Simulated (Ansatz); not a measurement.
Input of the run:

```
crystal:
  lattice:
    - [8.6438581907, 0.0, 0.0]
    - [0.0, 6.1121307423, 0.0]
    - [0.0, 0.0, 26.6128936431]
  atoms:
    - { symbol: In, position: [0.25, 0.5, 0.3006061688] }
    - { symbol: In, position: [0.75, 0.5, 0.3006061688] }
    - { symbol: As, position: [0.5, 0.25, 0.3006061688] }
    - { symbol: As, position: [0.0, 0.25, 0.3006061688] }
    - { symbol: In, position: [0.5, 0.0, 0.3818060781] }
    - { symbol: In, position: [0.0, 0.0, 0.3818060781] }
    - { symbol: As, position: [0.75, 0.75, 0.3818060781] }
    - { symbol: As, position: [0.25, 0.75, 0.3818060781] }
    - { symbol: In, position: [0.7515985859, 0.4830049592, 0.4613470603] }
    - { symbol: In, position: [0.2436853004, 0.5233119914, 0.4703241214] }
    - { symbol: As, position: [0.0050508051, 0.2487578836, 0.4639793915] }
    - { symbol: As, position: [0.4924297795, 0.2543721982, 0.4644768827] }
    - { symbol: In, position: [0.0118571787, 0.0040308586, 0.545855378] }
    - { symbol: In, position: [0.4806467379, -0.0464281917, 0.5348194773] }
    - { symbol: As, position: [0.2416927536, 0.7231773953, 0.5608619762] }
    - { symbol: As, position: [0.7551312825, 0.7473840281, 0.5406421153] }
basis:
  ecutwfc: 420
kpoints:
  mp_grid: { grid: [2, 3, 1] }
hamiltonian:
  xc: pbe
  dispersion: d3bj
scf:
  occupations: { method: gaussian, width: 0.1 }
output:
  forces: true
  eigenvalues: true
  write_density: true
  volumetric_format: npy
efield:
  axis: 3
  dipole_correction: true
  ramp_width: 0.04
```

Run as:
```bash
ansatz run input.yaml --threads 4 --pin off --max-ram 10240MiB --backend cpu --events-out ev --progress --plain --runs-dir out
```

What does the potential across the slab give for the band edges against vacuum?

From the vacuum level at the right face the ionisation potential is 4.62 eV and the electron affinity 4.18 eV; the left face gives the same. The slab's gap, their difference before rounding, is 0.44 eV. The two vacuum levels agree, so the slab has no net dipole along its normal. The outermost atoms are 6.9 Å apart, which leaves 19.7 Å of vacuum in a cell 26.6 Å high.

The atoms aren't at rest in this cell (largest force 1.2 eV/Å), so the relaxed material can differ.

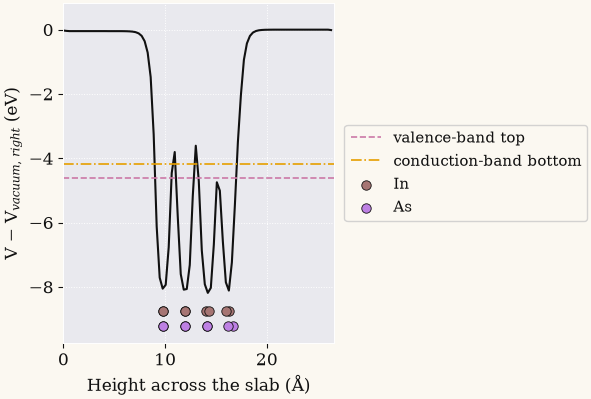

Plane-averaged electrostatic potential energy of an electron across the slab; circles at the bottom mark the heights of the atoms.
